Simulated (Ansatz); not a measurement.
Single-point calculation, with input and output: NiGe

- system: NiGe (P2₁/m, 8 atoms in the cell)
- method: DFT PBE, scalar-relativistic, plane waves, PAW, no spin polarisation (Ansatz 0.2.0)

The structure derives from an entry of the Crystallography Open Database. It belongs to a series of runs on one base structure; here: a random strain and shift of atoms, as far as a chosen symmetry allows. Figures and captions count atoms from 1; the log counts them from 0 in places.

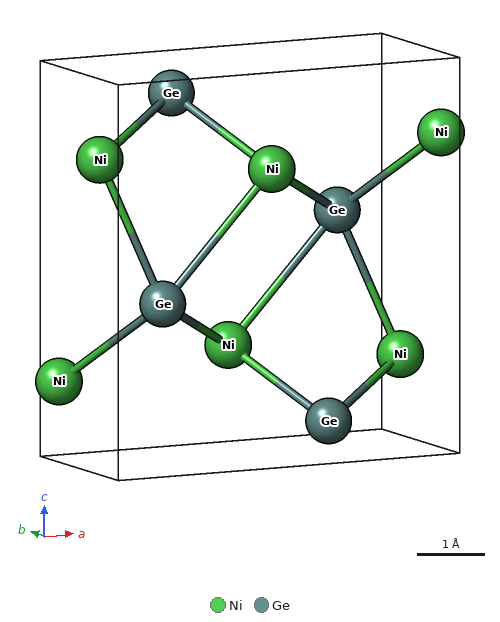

**Figure 1.** The structure (ball-and-stick view of the cell of the calculation, seen slightly off an axis).

The input:
```yaml
crystal:
  lattice:
    - [5.41301695, 0.0, 0.10762]
    - [0.0, 3.5046158, 0.0]
    - [0.11622, 0.0, 5.94901125]
  atoms:
    - { symbol: Ni, position: [0.9974354974, 0.75, 0.2047152983] }
    - { symbol: Ni, position: [0.0025645026, 0.25, 0.7952847017] }
    - { symbol: Ni, position: [0.5066590248, 0.25, 0.7371233376] }
    - { symbol: Ni, position: [0.4933409752, 0.75, 0.2628766624] }
    - { symbol: Ge, position: [0.8127885025, 0.75, 0.5820923212] }
    - { symbol: Ge, position: [0.1872114975, 0.25, 0.4179076788] }
    - { symbol: Ge, position: [0.6733643436, 0.25, 0.0889699657] }
    - { symbol: Ge, position: [0.3266356564, 0.75, 0.9110300343] }
basis:
  ecutwfc: 420
kpoints:
  mp_grid: { grid: [8, 10, 6] }
hamiltonian:
  xc: pbe
scf:
  occupations: { method: gaussian, width: 0.1 }
output:
  forces: true
  stress: true
  eigenvalues: true
```

Hardware: 1 thread of Arm Neoverse V1, 24 GiB of memory available, shared host.

Run as:
```bash
ansatz run input.yaml --threads 1 --pin off --max-ram 2560MiB --backend cpu --events-out ev --progress --plain --runs-dir out
```

The program's output:
```
Engine: ansatz 0.2.0, aarch64-unknown-linux-gnu
Pseudopotentials: kind: paw
Pseudopotential: Ni, paw, valence charge 18, recommended cutoff 420 eV (normal), Ni.paw.azcp
Pseudopotential: Ge, paw, valence charge 14, recommended cutoff 420 eV (normal), Ge.paw.azcp
Functional definition: PBE
  parameter kappa = 0.804
  parameter beta = 0.06672455060314922
  exchange = pbe_x(kappa = kappa, mu = beta*pi^2/3)
  correlation = pbe_c(beta = beta)
Crystal: 8 atoms, lattice volume = 112.812 Å³
Basis set: ecut = 420 eV, 2189 PW (Γ), exchange–correlation on 80×48×80 points (8 copies of the dense FFT grid, shifted against one another)
Bands: 77, of which v1, the nominal top of the filled ones, is band 64 counted from 1 (63 counted from 0)
Symmetry: 4 space group operations
Space group: P21/m (ITA 11), of the structure as read, at distance tolerance 4.8e-5 Å
k-points: 156 of 480
Non-local potential: Ni, projectors of the file, l = 0: 3, l = 1: 2, l = 2: 3, l = 3: 1
Non-local potential: Ge, projectors of the file, l = 0: 2, l = 1: 2, l = 2: 3, l = 3: 1
PAW form: soft (Blöchl's): semilocal exchange-correlation on the pseudo side does not see the compensation charge
PAW one-centre angular grid: Ni, 590 points (default); XC on 64 Gauss nodes
PAW one-centre angular grid: Ge, 590 points (default); XC on 64 Gauss nodes
Initial density: superposition of atomic densities (neutral atoms: chi_scale 0, normalization atom), corrected by the library's trained network
Initial wavefunctions: pseudopotential atomic-orbital guess
Functional: x = pbe(κ = 0.804, μ = 0.2195149727645171), c = pbe(β = 0.06672455060314922)
SCF iter   1: F=—  HF=-40540.273509 eV  |F-HF|=—  |Δ(HF+E_count)|=         —  Δρ=4.61e-3  dr2=9.96e-3  ethr=1.77e-3  ⟨swp⟩=5.3  Hψ=38865  notcnv=0  defer=304
preconditioner: auto → Kerker (q_TF=auto, 2.786 Å⁻¹)  [metal: Δε(μ)=0.023 eV  Ē_g=16.624 eV  σ=0.100 eV  W_gap=0.13  n_scr=42 (ndim 8)  ℏωp=34.3 eV  f_vac=0.000  D(μ)=2.76/eV (n_scr^D=14)]
SCF iter   2: F=—  HF=-40540.272213 eV  |F-HF|=—  |Δ(HF+E_count)|=   1.30e-3  Δρ=2.11e-3  dr2=3.34e-3  ethr=7.78e-6  ⟨swp⟩=2.0  Hψ=22497  notcnv=0  defer=313
SCF iter   3: F=—  HF=-40540.271782 eV  |F-HF|=—  |Δ(HF+E_count)|=   4.31e-4  Δρ=6.98e-4  dr2=7.86e-4  ethr=2.61e-6  ⟨swp⟩=2.3  Hψ=15034  notcnv=0  defer=313
SCF iter   4: F=—  HF=-40540.271687 eV  |F-HF|=—  |Δ(HF+E_count)|=   9.49e-5  Δρ=1.95e-4  dr2=1.13e-4  ethr=6.14e-7  ⟨swp⟩=2.2  Hψ=14199  notcnv=0  defer=313
SCF iter   5: F=—  HF=-40540.271675 eV  |F-HF|=—  |Δ(HF+E_count)|=   1.19e-5  Δρ=7.61e-5  dr2=1.36e-5  ethr=8.80e-8  ⟨swp⟩=2.2  Hψ=15197  notcnv=0  defer=313
SCF iter   6: F=—  HF=-40540.271692 eV  |F-HF|=—  |Δ(HF+E_count)|=   1.65e-5  Δρ=3.43e-5  dr2=1.60e-6  ethr=1.06e-8  ⟨swp⟩=2.0  Hψ=18262  notcnv=0  defer=313
SCF iter   7: F=—  HF=-40540.271691 eV  |F-HF|=—  |Δ(HF+E_count)|=   7.73e-7  Δρ=1.62e-5  dr2=3.66e-7  ethr=1.25e-9  ⟨swp⟩=2.0  Hψ=18102  notcnv=0  defer=313
SCF iter   8: F=-40540.271691 eV  HF=-40540.271691 eV  |F-HF|=8.34e-9  |Δ(HF+E_count)|=   5.80e-8  Δρ=4.85e-6  dr2=3.20e-8  ethr=7.81e-11  ⟨swp⟩=8.7  Hψ=52030  notcnv=0
SCF 1 converged in 8 iterations: F = -40540.271691 eV  dr2 = 3.20e-8
  greatest PAW one-centre occupation: 1.001 electrons in one spin orbital (limit 2), on the Ni atom at site 3 (counted from 0), in its partial waves of l = 1
```

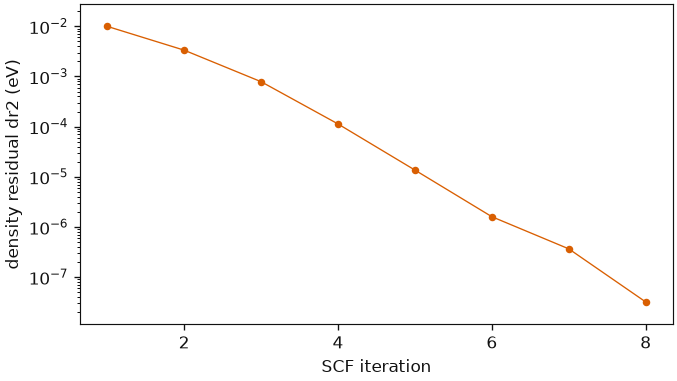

**Figure 2.** Convergence of the self-consistent field: density residual dr2 against the SCF iteration. The residual falls at every step.

```
SCF converged after 8 iterations
Free energy (F): -40540.271691 eV
Harris-Foulkes:  -40540.271691 eV  (|F-HF|=8.34e-9)
Internal energy: -40540.257749 eV  (E = F + TS)
E sigma→0 (E₀):  -40540.264720 eV
Entropy (-TS):   -0.013942 eV (-1.743 meV/atom)
Fermi energy:    14.459237 eV
--- Per-component energies (eV) ---
  E_band       = -1685.925501
  E_kinetic    = 1587.127426
  E_local      = -24178.372098  (includes V_loc(G=0)·N_el)
  E_nonlocal   = 4227.914518
  E_hartree    = 10376.605300
  E_xc         = -644.107594
  E_vxc        = -699.594975  (∫ρ·V_xc dr)
  E_paw        = -14611.236817  (= ΣΔE_a)
  E_vpaw       = -3376.205481  (= ΣTr[D̂ρ^β])
  E_aug_tail   = 0.003211  (compensation charges beyond the density's cutoff)
  E_ewald      = -17298.191696
  E_smearing   = -0.013942  (= −TS)
  E_closure    = -0.000000  (closes the sum)
  Σ components = -40540.271691   (vs F -40540.271691, Δ=0.00e0)
--- Forces (eV/Å), atoms counted from 1 ---
  atom   1  Ni    -0.17696866     0.00000000    -0.65405691
  atom   2  Ni     0.17696866    -0.00000000     0.65405691
  atom   3  Ni     0.44338682     0.00000000    -2.49359713
  atom   4  Ni    -0.44338682    -0.00000000     2.49359713
  atom   5  Ge    -0.61498210     0.00000000     0.07869088
  atom   6  Ge     0.61498210     0.00000000    -0.07869088
  atom   7  Ge     2.04576126     0.00000000    -0.25911421
  atom   8  Ge    -2.04576126    -0.00000000     0.25911421
  max |Σ_I F_I| component: 4.44e-16 eV/Å
--- Stress (GPa, compression-positive) ---
       -2.676215       0.000000      -3.520068
        0.000000       5.571585      -0.000000
       -3.520067      -0.000000       4.100514
  P = ⅓ Tr σ = 2.3320 GPa (23.320 kbar)
--- Band table (eV; the first three rows and the last of 156) ---
  k-point 0: bands = ["-89.0030", "-89.0028", "-88.8553", "-88.8546", "-49.4770", "-49.4760", "-49.4395", "-49.4369", "-49.3542", "-49.3540", "-49.3210", "-49.3131", "-49.2531", "-49.2524", "-49.2205", "-49.2167", "-10.1650", "-10.1406", "-10.1110", "-10.1088", "-10.1041", "-10.0958", "-10.0890", "-10.0871", "-10.0763", "-10.0743", "-10.0614", "-10.0561", "-10.0537", "-10.0416", "-10.0357", "-10.0305", "-10.0173", "-10.0040", "-9.9958", "-9.9804", "1.8195", "4.5741", "5.9293", "6.4312", "8.8913", "9.0029", "10.7164", "10.8091", "10.9221", "11.1886", "11.3179", "11.3344", "11.4685", "11.8682", "12.0694", "12.1130", "12.3999", "12.4799", "12.6163", "12.6782", "12.7414", "12.7655", "12.8414", "12.9477", "12.9746", "13.2774", "13.9163", "14.0475", "15.0440", "15.4624", "18.0526", "18.2953", "18.6845", "19.0131", "19.5046", "20.2453", "20.9641", "21.0404", "21.1491", "22.3700", "23.2184"]
  k-point 1: bands = ["-89.0030", "-89.0028", "-88.8553", "-88.8546", "-49.4769", "-49.4761", "-49.4394", "-49.4370", "-49.3542", "-49.3540", "-49.3209", "-49.3131", "-49.2531", "-49.2524", "-49.2205", "-49.2168", "-10.1650", "-10.1404", "-10.1115", "-10.1080", "-10.1040", "-10.0953", "-10.0891", "-10.0869", "-10.0763", "-10.0745", "-10.0627", "-10.0558", "-10.0529", "-10.0416", "-10.0362", "-10.0303", "-10.0175", "-10.0041", "-9.9959", "-9.9804", "1.9258", "4.1635", "6.1869", "6.5062", "8.5728", "9.5829", "10.2645", "10.9333", "10.9435", "11.1992", "11.2654", "11.3539", "11.5559", "11.8995", "11.9607", "12.0969", "12.2540", "12.4105", "12.5376", "12.6624", "12.6704", "12.8112", "12.9299", "12.9731", "13.1967", "13.3116", "14.0460", "14.1880", "15.2477", "15.6724", "17.3102", "18.1263", "18.6766", "18.9419", "19.0710", "20.2318", "21.1156", "21.1976", "21.6976", "22.3067", "23.1409"]
  k-point 2: bands = ["-89.0030", "-89.0028", "-88.8553", "-88.8546", "-49.4768", "-49.4762", "-49.4389", "-49.4374", "-49.3542", "-49.3540", "-49.3208", "-49.3133", "-49.2531", "-49.2524", "-49.2205", "-49.2168", "-10.1649", "-10.1401", "-10.1122", "-10.1066", "-10.1039", "-10.0944", "-10.0892", "-10.0866", "-10.0765", "-10.0745", "-10.0651", "-10.0552", "-10.0516", "-10.0415", "-10.0372", "-10.0300", "-10.0179", "-10.0043", "-9.9961", "-9.9804", "2.2364", "3.4540", "6.4267", "6.7264", "8.5037", "9.5069", "10.3374", "10.9866", "10.9929", "11.2191", "11.2465", "11.4338", "11.6466", "11.9082", "11.9515", "12.0852", "12.1042", "12.2839", "12.4091", "12.4839", "12.7182", "12.9173", "12.9689", "12.9877", "13.1667", "13.6872", "14.0504", "14.7939", "15.2316", "16.0218", "16.4241", "17.5949", "18.0560", "19.1368", "19.5621", "20.1710", "20.9373", "21.3224", "21.6933", "22.3108", "22.8741"]
  k-point 155: bands = ["-89.0028", "-89.0028", "-88.8549", "-88.8549", "-49.4784", "-49.4784", "-49.4377", "-49.4377", "-49.3502", "-49.3502", "-49.3173", "-49.3173", "-49.2566", "-49.2566", "-49.2202", "-49.2202", "-10.1465", "-10.1465", "-10.1076", "-10.1076", "-10.0900", "-10.0900", "-10.0852", "-10.0852", "-10.0756", "-10.0756", "-10.0657", "-10.0657", "-10.0452", "-10.0452", "-10.0280", "-10.0280", "-10.0072", "-10.0072", "-9.9913", "-9.9913", "5.3835", "5.3835", "5.8068", "5.8068", "8.6824", "8.6824", "8.8740", "8.8740", "11.3881", "11.3881", "11.5624", "11.5624", "11.7635", "11.7635", "11.8551", "11.8551", "12.5093", "12.5093", "12.5600", "12.5600", "12.5940", "12.5940", "12.7465", "12.7465", "12.8426", "12.8426", "13.0673", "13.0673", "16.1585", "16.1585", "16.8643", "16.8643", "17.6216", "17.6216", "17.9505", "17.9505", "20.5005", "20.5005", "20.5717", "20.5717", "21.6919"]
```

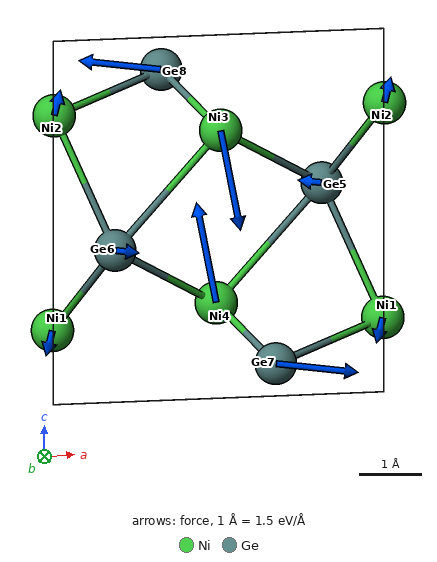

**Figure 3.** Forces on the atoms as blue arrows (ball-and-stick view of the cell of the calculation, along the b axis; atoms are numbered from 1 in the order of the input). The largest act on Ni3, Ni4 (2.53 eV/Å); Ge7, Ge8 (2.06 eV/Å). The geometry is not a stationary point of this energy.

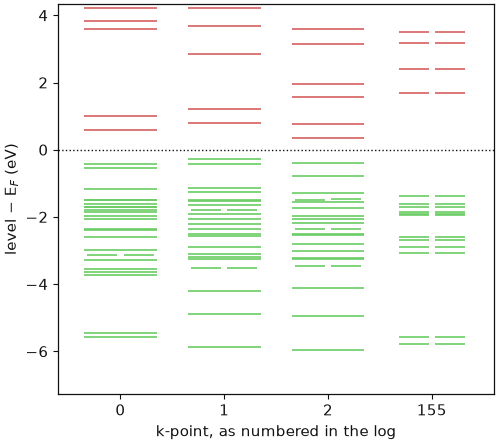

**Figure 4.** Kohn–Sham levels near the Fermi level (dotted) at the few k-points that the log prints; levels within 0.02 eV of each other stand side by side. The system is metallic on the full mesh.

Key numbers:

```csv
quantity,value
outcome,converged
space group (tolerance 0.01 Å),P2₁/m (11)
electrons treated,128
free energy,−40540.2717 eV
Fermi energy,14.459 eV
gap on the k-point mesh,none (metallic)
pressure,2.33 GPa
largest force (length of the vector),2.533 eV/Å
wall time,79 s
peak memory,1.1 GiB
```

Notes:

The run has no spin polarisation, so a magnetic state may lie lower.
